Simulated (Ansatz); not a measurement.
## Run report: Ti₃Al₅, single-point calculation

Ti₃Al₅ (8 atoms in the cell), computed with DFT r2SCAN, scalar-relativistic, plane waves, PAW, no spin polarisation (Ansatz 0.2.0).

The structure derives from a Materials Project entry. Figures and captions count atoms from 1; the log counts them from 0 in places.

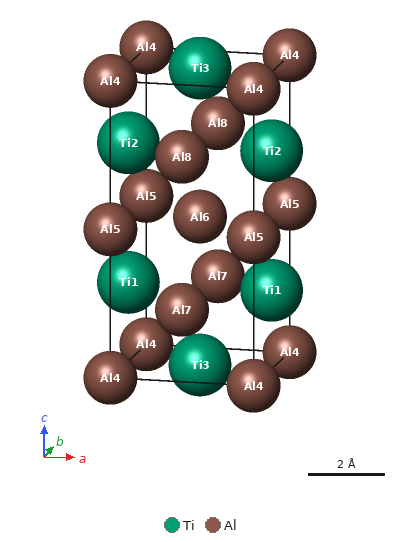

The input geometry (spheres-only view of the cell of the calculation, seen slightly off an axis; atoms are numbered from 1 in the order of the input). An atom can appear more than once, as a periodic image.

**Input file**
```yaml
crystal:
  lattice:
    - [3.9016290122, 0.0, 0.0]
    - [0.0, 4.0227228113, 0.0]
    - [0.0, 0.0, 8.0705706867]
  atoms:
    - { symbol: Ti, position: [0.0, 0.5, 0.2648736031] }
    - { symbol: Ti, position: [0.0, 0.5, 0.7351263969] }
    - { symbol: Ti, position: [0.5, 0.5, 0.0] }
    - { symbol: Al, position: [0.0, 0.0, 0.0] }
    - { symbol: Al, position: [0.0, 0.0, 0.5] }
    - { symbol: Al, position: [0.5, 0.5, 0.5] }
    - { symbol: Al, position: [0.5, 0.0, 0.2423326362] }
    - { symbol: Al, position: [0.5, 0.0, 0.7576673638] }
basis:
  ecutwfc: 500
kpoints:
  mp_grid: { grid: [10, 8, 4] }
hamiltonian:
  xc: r2scan
scf:
  occupations: { method: gaussian, width: 0.15 }
output:
  forces: true
  stress: true
  eigenvalues: true
```

Command:
```bash
ansatz run input.yaml --threads 2 --pin off --max-ram 5120MiB --backend cpu --events-out ev --progress --plain --runs-dir out
```

**Output**
```
Engine: ansatz 0.2.0, x86_64-unknown-linux-gnu
Pseudopotentials: kind: paw
Pseudopotential: Ti, paw, valence charge 12, recommended cutoff 500 eV (meta_gga), Ti.paw.azcp
Pseudopotential: Al, paw, valence charge 3, recommended cutoff 500 eV (meta_gga), Al.paw.azcp
Functional definition: r2SCAN
  parameter k0 = 0.174
  parameter k1 = 0.065
  parameter a1 = 4.9479
  exchange = r2scan_x(k0 = k0, k1 = k1, a1 = a1)
  correlation = r2scan_c
Crystal: 8 atoms, lattice volume = 126.669 Å³
Basis set: ecut = 500 eV, 3201 PW (Γ), exchange–correlation on 120×120×240 points (64 copies of the dense FFT grid, shifted against one another)
Bands: 34, of which v1, the nominal top of the filled ones, is band 26 counted from 1 (25 counted from 0)
Symmetry: 8 space group operations
Space group: Pmmm (ITA 47), of the structure as read, at distance tolerance 5.0e-5 Å
k-points: 90 of 320
Non-local potential: Ti, projectors of the file, l = 0: 3, l = 1: 2, l = 2: 3, l = 3: 1
Non-local potential: Al, projectors of the file, l = 0: 2, l = 1: 2, l = 2: 1
PAW form: soft (Blöchl's): semilocal exchange-correlation on the pseudo side does not see the compensation charge
PAW frozen core: Ti, regenerated for the run's functional (the file was generated under x = pbe(κ = 0.804, μ = 0.2195149727645171), c = pbe(β = 0.06672455060314922))
PAW frozen core: Al, regenerated for the run's functional (the file was generated under x = pbe(κ = 0.804, μ = 0.2195149727645171), c = pbe(β = 0.06672455060314922))
PAW one-centre angular grid: Ti, 590 points (default); XC on 160 Gauss nodes
PAW one-centre angular grid: Al, 302 points (default); XC on 160 Gauss nodes
Initial density: superposition of atomic densities (neutral atoms: chi_scale 0, normalization atom), corrected by the library's trained network
Initial wavefunctions: pseudopotential atomic-orbital guess
Functional: x = r2scan, c = r2scan; τ floored in thin density (d = 2e-4 eV/Å³)
SCF iter   1: F=—  HF=-10218.738893 eV  |F-HF|=—  |Δ(HF+E_count)|=         —  Δρ=1.19e-2  dr2=2.40e-1  dr2_τ=6.80e-2  ethr=1.77e-3  ⟨swp⟩=6.4  Hψ=13992  notcnv=0
preconditioner: auto → Kerker (q_TF=auto, 2.344 Å⁻¹)  [metal: Δε(μ)=0.013 eV  Ē_g=5.052 eV  σ=0.150 eV  W_gap=0.05  n_scr=30 (ndim 8)  ℏωp=17.1 eV  f_vac=0.000  D(μ)=4.22/eV (n_scr^D=38)]
SCF iter   2: F=—  HF=-10218.847012 eV  |F-HF|=—  |Δ(HF+E_count)|=   1.08e-1  Δρ=6.86e-3  dr2=8.57e-2  dr2_τ=7.61e-3  ethr=4.70e-4  ⟨swp⟩=2.1  Hψ=6425  notcnv=0  defer=157
SCF iter   3: F=—  HF=-10218.842023 eV  |F-HF|=—  |Δ(HF+E_count)|=   4.99e-3  Δρ=3.64e-3  dr2=4.16e-2  dr2_τ=1.13e-3  ethr=1.68e-4  ⟨swp⟩=2.0  Hψ=4091  notcnv=0  defer=157
SCF iter   4: F=—  HF=-10218.840193 eV  |F-HF|=—  |Δ(HF+E_count)|=   1.83e-3  Δρ=1.84e-3  dr2=6.86e-3  dr2_τ=1.87e-4  ethr=8.16e-5  ⟨swp⟩=1.8  Hψ=3032  notcnv=0  defer=157
SCF iter   5: F=—  HF=-10218.839455 eV  |F-HF|=—  |Δ(HF+E_count)|=   7.37e-4  Δρ=4.75e-4  dr2=5.66e-4  dr2_τ=6.19e-6  ethr=1.34e-5  ⟨swp⟩=2.4  Hψ=4087  notcnv=0  defer=157
SCF iter   6: F=—  HF=-10218.839358 eV  |F-HF|=—  |Δ(HF+E_count)|=   9.73e-5  Δρ=1.29e-4  dr2=5.21e-5  dr2_τ=1.01e-6  ethr=1.11e-6  ⟨swp⟩=2.1  Hψ=4029  notcnv=0  defer=157
SCF iter   7: F=—  HF=-10218.839357 eV  |F-HF|=—  |Δ(HF+E_count)|=   8.97e-7  Δρ=1.85e-5  dr2=4.14e-7  dr2_τ=1.06e-8  ethr=1.02e-7  ⟨swp⟩=2.3  Hψ=3724  notcnv=0  defer=156
SCF iter   8: F=-10218.839358 eV  HF=-10218.839358 eV  |F-HF|=1.50e-8  |Δ(HF+E_count)|=   3.45e-7  Δρ=4.54e-6  dr2=3.29e-8  dr2_τ=1.23e-9  ethr=1.96e-10  ⟨swp⟩=9.4  Hψ=12746  notcnv=0
SCF 1 converged in 8 iterations: F = -10218.839358 eV  dr2 = 3.29e-8
  greatest PAW one-centre occupation: 1.001 electrons in one spin orbital (limit 2), on the Ti atom at site 2 (counted from 0), in its partial waves of l = 1
```

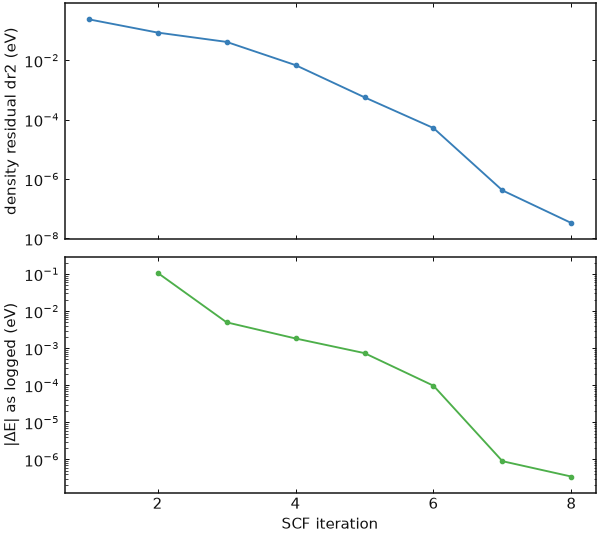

Convergence of the self-consistent field: density residual dr2 and size of the energy change against the SCF iteration. The residual falls at every step.

```
SCF converged after 8 iterations
Free energy (F): -10218.839358 eV
Harris-Foulkes:  -10218.839358 eV  (|F-HF|=1.50e-8)
Internal energy: -10218.790638 eV  (E = F + TS)
E sigma→0 (E₀):  -10218.814998 eV
Entropy (-TS):   -0.048720 eV (-6.090 meV/atom)
Fermi energy:    10.603921 eV
--- Per-component energies (eV) ---
  E_band       = -523.274457
  E_kinetic    = 939.761990
  E_local      = -3506.109188  (includes V_loc(G=0)·N_el)
  E_nonlocal   = 73.464637
  E_hartree    = 1527.478749
  E_xc         = -465.554286
  E_vxc        = -558.165027  (∫ρ·V_xc dr)
  E_paw        = -5538.304068  (= ΣΔE_a)
  E_vpaw       = -560.576741  (= ΣTr[D̂ρ^β])
  E_aug_tail   = 0.000272  (compensation charges beyond the density's cutoff)
  E_vtau       = 33.400187  (kinetic-family band-sum trace: ∫τ·v_τ [+ j·A + Jᵃ·Aᵃ] dr)
  E_ewald      = -3248.467832
  E_core_change = -1.060912  (= ΣΔE_core)
  E_smearing   = -0.048720  (= −TS)
  E_closure    = 0.000000  (closes the sum)
  Σ components = -10218.839358   (vs F -10218.839358, Δ=0.00e0)
--- Forces (eV/Å), atoms counted from 1 ---
  atom   1  Ti    -0.00000000     0.00000000     0.00688553
  atom   2  Ti     0.00000000    -0.00000000    -0.00688553
  atom   3  Ti     0.00000000    -0.00000000     0.00000000
  atom   4  Al    -0.00000000     0.00000000     0.00000000
  atom   5  Al    -0.00000000     0.00000000     0.00000000
  atom   6  Al     0.00000000    -0.00000000     0.00000000
  atom   7  Al    -0.00000000    -0.00000000    -0.00308997
  atom   8  Al     0.00000000     0.00000000     0.00308997
  max |Σ_I F_I| component: 4.34e-19 eV/Å
--- Stress (GPa, compression-positive) ---
       -0.111198      -0.000000       0.000000
       -0.000000      -0.041579       0.000000
        0.000000       0.000000       0.198211
  P = ⅓ Tr σ = 0.0151 GPa (0.151 kbar)
--- Band table (eV; the first three rows and the last of 90) ---
  k-point 0: bands = ["-48.4582", "-48.4518", "-48.2680", "-23.7828", "-23.7739", "-23.7015", "-23.6880", "-23.6573", "-23.6389", "-23.6287", "-23.3965", "-23.3502", "0.0540", "2.5900", "2.8820", "7.5540", "8.2058", "8.3993", "8.6923", "8.8039", "9.4418", "9.5350", "9.8673", "9.8856", "9.9442", "10.2125", "10.7570", "11.3517", "11.4509", "11.4935", "11.8225", "12.1928", "12.2067", "13.3145"]
  k-point 1: bands = ["-48.4578", "-48.4522", "-48.2680", "-23.7823", "-23.7745", "-23.7095", "-23.6875", "-23.6477", "-23.6396", "-23.6287", "-23.3964", "-23.3518", "0.1642", "1.7661", "3.9783", "6.7999", "8.2327", "8.3958", "8.7900", "8.8084", "9.0652", "9.8509", "9.9027", "9.9793", "9.9886", "10.2259", "10.7935", "11.3265", "11.3672", "11.4228", "11.6940", "12.2580", "12.7033", "13.4395"]
  k-point 2: bands = ["-48.4574", "-48.4526", "-48.2679", "-23.7816", "-23.7753", "-23.7155", "-23.6869", "-23.6402", "-23.6400", "-23.6286", "-23.3963", "-23.3535", "0.3228", "1.3221", "5.2774", "5.4945", "8.3923", "8.4214", "8.7291", "8.7765", "8.9731", "9.8632", "9.8896", "9.9343", "10.0355", "10.2395", "10.8397", "11.2803", "11.5034", "11.5087", "11.5747", "12.3029", "13.2660", "13.2963"]
  k-point 89: bands = ["-48.4509", "-48.4503", "-48.2720", "-23.7898", "-23.7882", "-23.7344", "-23.7248", "-23.6592", "-23.6511", "-23.6498", "-23.3744", "-23.3387", "3.9759", "4.7642", "4.7900", "4.9285", "5.0357", "6.1194", "7.3101", "7.9797", "8.0761", "8.3678", "8.5430", "8.8540", "9.4551", "9.7898", "10.2828", "12.0394", "12.0499", "12.1457", "12.4751", "12.4954", "12.5327", "12.5484"]
```

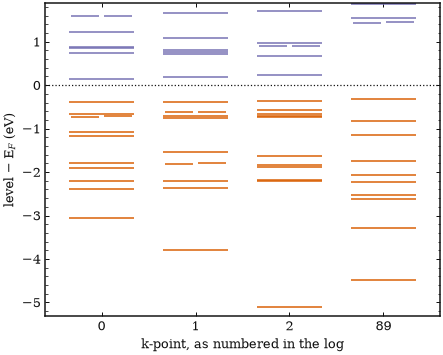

Kohn–Sham levels near the Fermi level (dotted) at the few k-points that the log prints; levels within 0.02 eV of each other stand side by side. The system is metallic on the full mesh.

**Key numbers**

```tsv
quantity	value
outcome	converged
space group (tolerance 0.01 Å)	Pmmm (47)
electrons treated	51
free energy	−10218.8394 eV
Fermi energy	10.604 eV
gap on the k-point mesh	none (metallic)
pressure	0.02 GPa
largest force (length of the vector)	0.007 eV/Å
hardware	2 threads of AMD EPYC (Zen 5), 32 GiB of memory available, shared host
wall time	6.8 s (CPU time 13 s)
peak memory	0.85 GiB
```
